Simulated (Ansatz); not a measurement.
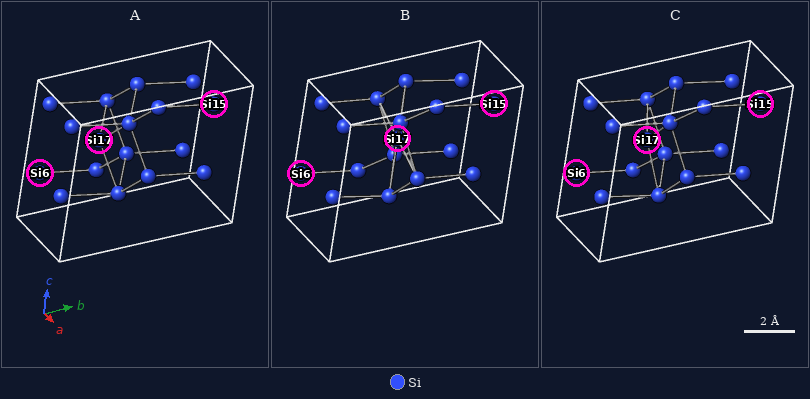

3 geometries from a converged minimum-energy path of Si with an interstitial Si (17 atoms in the cell), shuffled. Style: ball-and-stick. Shown: the reduced simulation cell (origin moved), slightly off an axis. The atoms that move most are ringed. Lengths and directions refer to the drawn axes. Bonds to atoms that aren't drawn are left out.

The calculation used DFT PBE, scalar-relativistic, plane waves, PAW in Ansatz. Settings: plane-wave cutoff 420 eV; k-point mesh 2 × 2 × 2; Fermi-Dirac smearing 0.02 eV; 5 movable images; climbing image; force threshold 0.03 eV/Å; iteration limit 45; starting path by straight interpolation.

One of them is the converged climbing image. Which?

B. In order along the path, whose images run from 0 to 6: B (image 3, +0.31 eV), C (image 5, +0.12 eV), A (image 6, 0.00 eV). A Si atom travels furthest, 2.36 Å from end to end, along [1 −3 1], on a straight line. At the highest image its nearest neighbour (Si) is 2.40 Å away, against 2.39 Å at the start, and the surrounding atoms stand up to 0.39 Å off the mean of their end positions. Breaking: Si–Si (2.39 → 4.70 Å). Forming: Si–Si (4.71 → 2.39 Å).

Limits of the set-up: the periodic images lie only 7.7 Å apart, so the values are limited by the cell's size.

Cost: 7.6 min on 1 thread of Arm Neoverse V1 (shared host), peak memory 0.82 GiB.

PAW datasets: the set soft_1.
